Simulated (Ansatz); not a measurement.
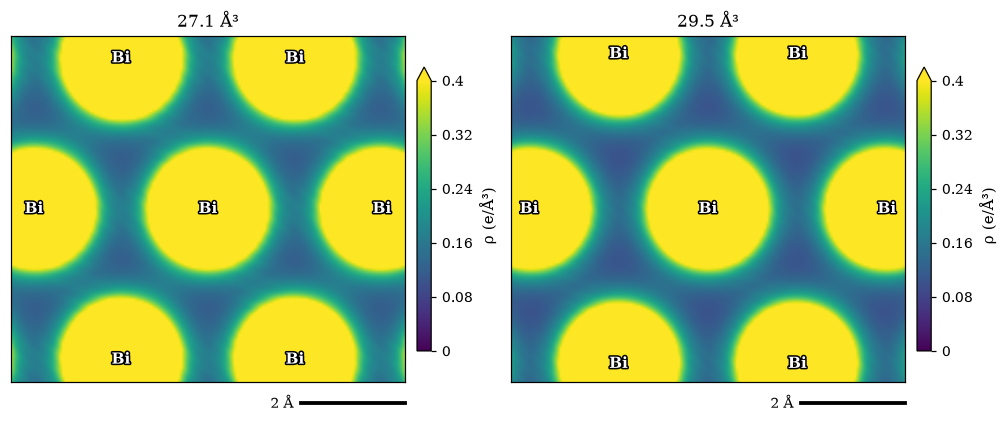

Bi. The valence pseudo-density of cells scaled evenly to different volumes (given per atom above each panel), on the (001) plane of each (indices in the axes of the cell below), at one length scale and on one colour scale.

A generated structure, not necessarily the stable one.

All numbers below come from DFT, LDA (PW92), plane waves (420 eV) with PAW, scalar-relativistic (Ansatz).

Core electrons are frozen (PAW), and the valence fields are smoothed inside the atomic spheres.

The largest cell:

```xyz
4
Lattice="3.4433 0.0000 0.0000 -1.7217 2.9820 0.0000 0.0000 0.0000 11.4752" Properties=species:S:1:pos:R:3 pbc="T T T"
Bi    0.0000    0.0000    0.0000
Bi    0.0000    0.0000    5.7376
Bi    0.0000    1.9880    2.8688
Bi    1.7217    0.9940    8.6064
```

| volume (Å³/atom) | Bi–Bi contact in the plane (Å) | ρ at its midpoint (e/Å³) | pressure (GPa) | 
| --- | --- | --- | --- |
| 27.10 | 3.349 | 0.170 | 6.2 | 
| 28.28 | 3.397 | ? | ? | 
| 29.46 | 3.443 | 0.143 | −0.2 | 

Estimate the missing row, and compare with the calculation.

Answer. Over the known rows ln ρ falls by 1.84 per Å of Bi–Bi distance (the line through the two), which gives 0.156 e/Å³ at 3.397 Å; the calculation gives 0.157 e/Å³. For the pressure, a straight line in volume between the neighbouring rows gives 3.0 GPa; the calculation gives 2.7.
